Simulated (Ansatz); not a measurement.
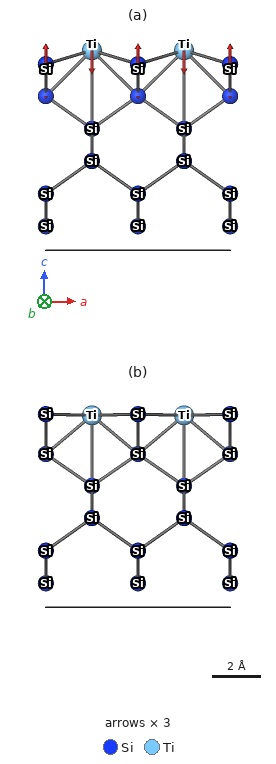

The structure of a slab of composition TiSi$_{6}$ (cut from the Fd-3m phase) before (top) and after (bottom) a constrained relaxation, at one scale. The red arrows give the displacements, 3 times their true length.

The picture is a ball-and-stick view of the 2 × 2 repeat of the cell, outlined in the plane, without the vacuum, seen along the b axis.

Case: Ti put at a hollow Si-Si site. The slab is the (1 0 0) face of Si with Ti on it. 3 atoms are held fixed.

Method: DFT PBEsol, scalar-relativistic, plane waves, PAW in Ansatz 0.2.0.

Input file:
```yaml
crystal:
  lattice:
    - [3.8417168286, 0.0, 0.0]
    - [0.0, 3.8417168286, 0.0]
    - [0.0, 0.0, 25.7912600522]
  atoms:
    - { symbol: Si, position: [0.0, 0.5, 0.3295690084] }
    - { symbol: Si, position: [0.0, 0.0, 0.3822322752] }
    - { symbol: Si, position: [0.5, 0.0, 0.4348955421] }
    - { symbol: Si, position: [0.5, 0.5, 0.4872505127] }
    - { symbol: Si, position: [0.0, 0.5, 0.5400001606] }
    - { symbol: Si, position: [0.0, 0.0, 0.5916358895] }
    - { symbol: Ti, position: [0.5, 0.5, 0.6141241277], spin: 2.0 }
basis:
  ecutwfc: 420
kpoints:
  mp_grid: { grid: [8, 8, 1] }
hamiltonian:
  xc: pbesol
scf:
  occupations: { method: gaussian, width: 0.05 }
output:
  forces: true
  eigenvalues: true
  populations: true
  write_density: true
  write_potential: true
  elf: true
  volumetric_format: npy
magnetization:
  spin_polarized: true
relax:
  adjacent_minimum: "off"
  f_tol: 0.03
  max_steps: 70
  constraints: [{ sites: [0, 1, 2] }]
efield:
  axis: 3
  dipole_correction: true
  ramp_width: 0.04
```

Run as
```bash
ansatz run input.yaml --threads 2 --pin off --max-ram 5120MiB --backend cpu --events-out ev --progress --plain --runs-dir out
```

**What changed between the two?**

Over 5 geometry steps the energy falls by 0.605 eV per cell of the calculation. The largest force component goes from 1.7 to 0.0021 eV/Å. Ti7 moves most: 0.34 Å along the normal (−c). By element the largest moves are Ti 0.34 Å, Si 0.29 Å. The cell doesn't change. Among the contacts that change: Si4–Ti7 3.272 → 2.940 Å, Si5–Si6 2.337 → 2.541 Å, Si5–Ti7 2.710 → 2.508 Å, Si6–Ti7 2.778 → 2.717 Å. Among the angles between lasting bonds that change: Ti7–Si6–Ti7 155.9° → 177.9°, Si5–Si6–Si5 110.5° → 98.2°, Si5–Si6–Ti7 133.4° → 121.5°. The program noted that the starting moments weren't kept.

Limits of the set-up: the periodic images lie only 3.8 Å apart, so the values are limited by the cell's size.
